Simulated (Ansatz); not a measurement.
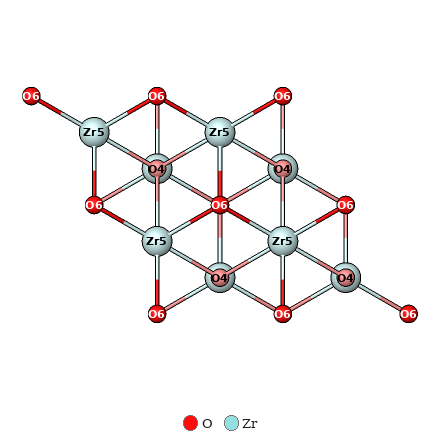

The system is Si on a ZrO₂(111) slab cut from the Fm-3m phase, its upper half relaxed before the scan (6 atoms of substrate and one adsorbate in a 1 × 1 cell); the picture shows it without the atoms that are moved over the map. Si is moved over the surface cell at a fixed height above a rigid substrate; the origin of the map has the adsorbate above O6; the height is held at 3.00 Å. Places are given modulo a cell vector. The map is drawn in real space over the plane of the surface. The grid has 6 × 6 points; 10 points were computed and 26 follow by symmetry. Energies: meV, counted from the lowest grid point. With one adsorbate in each 1 × 1 cell, its nearest image is 3.6 Å away, so neighbouring adsorbates interact. At a fixed height the lowest place need not be the adsorption site. Method: DFT PBE+D3(BJ), scalar-relativistic, plane waves, PAW in Ansatz. Settings: cutoff 420 eV, k-mesh 9×9×1, gaussian smearing 0.05 eV, spin-polarised.

Range: position of Si7 along the first surface vector from 0.000 to 0.833; position of Si7 along the second surface vector from 0.000 to 0.833.

**Predict the map.**

The lowest grid point is at the top site over a surface O atom, (0/6, 0/6) of the cell vectors. No other kind of well shows on this grid. The highest grid point, a threefold hollow over a second-layer Zr atom, (2/6, 4/6) of the cell vectors, lies 107 meV above the lowest. On the interpolated surface the easiest way out of the lowest well to its copy in the next cell or period passes a barrier of about 92 meV. At the lowest point the adsorbate has 1 O at 3.00 Å as nearest neighbours, at the highest 3 O at 3.65 Å.

```
second ↓, first →  0/6  1/6  2/6  3/6  4/6  5/6
              5/6   21   55   93   93   55   21
              4/6   68   93  107   93   68   56
              3/6   93   93   93   93   89   89
              2/6   68   55   68   89   97   89
              1/6   21   21   56   89   89   56
              0/6    0   21   68   93   68   21
```

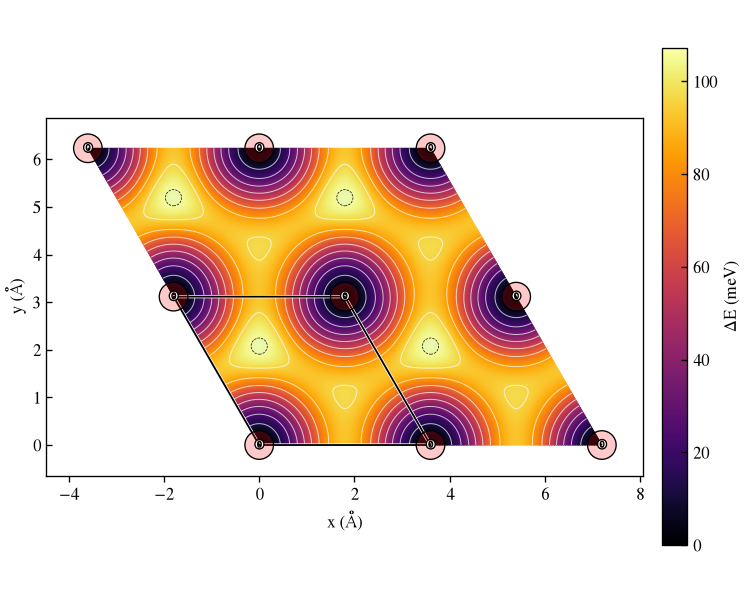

The picture shows a smooth colour map with a few white contour lines, labelled circles for the atoms of the top layer and small ones for the second layer, the outline of one cell of the 2 × 2 shown. Between grid points the surface is interpolated.

Each point was launched as `ansatz run input.yaml --threads 1 --pin off --max-ram 3072MiB --backend cpu --events-out ev --progress --plain --runs-dir out`. The whole map (10 points run) took 20 min on 1 thread of Arm Neoverse V1, with other jobs on the host.

PAW datasets: the set soft_1.
